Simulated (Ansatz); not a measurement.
```
Mg O
1.0
     2.39675   -2.39675    0.00000
     2.39675    2.39675    0.00000
     0.00000    0.00000    3.38900
Mg O
2 2
Cartesian
  0.0000 0.0000 0.0000
  2.3967 0.0000 1.6945
  2.3967 0.0000 0.0000
  0.0000 0.0000 1.6945
```

Space group I4/mmm; computed pressure about 40 GPa in this cell.

Theory: Ansatz, DFT r2SCAN, scalar-relativistic, plane waves, PAW.

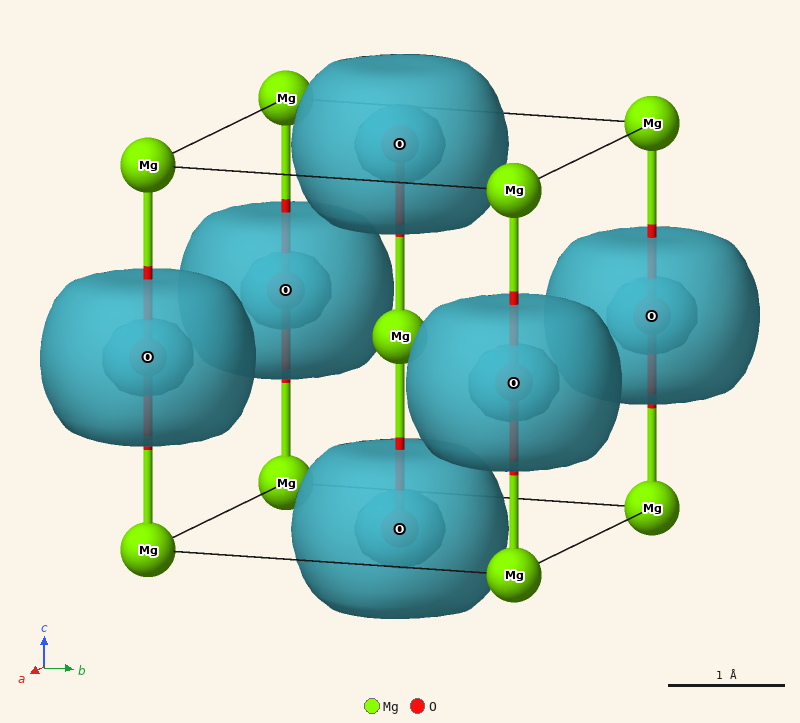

MgO. Isosurface of the ELF at 0.7 (cyan), seen slightly off an axis. Only the valence region is drawn (cores and ρ < 0.01 e/Å³ removed). Sticks mark near contacts.

Core electrons are frozen (PAW), and the valence fields are smoothed inside the atomic spheres.

Question: Identify the bonds, lone pairs and shells in this picture.

Answer: The surface consists of two regions wrapped around O (the valence shell of each), counted in one cell of 4 atoms. Any copies at cell faces, edges or corners count once.

Values along the shortest contacts:
Mg–O (1.69 Å): the ELF peaks at about 0.85 in the valence shell of O, 0.6 Å from its nucleus, and is about 0.40 at the midpoint; an ionic contact with no shared pair.
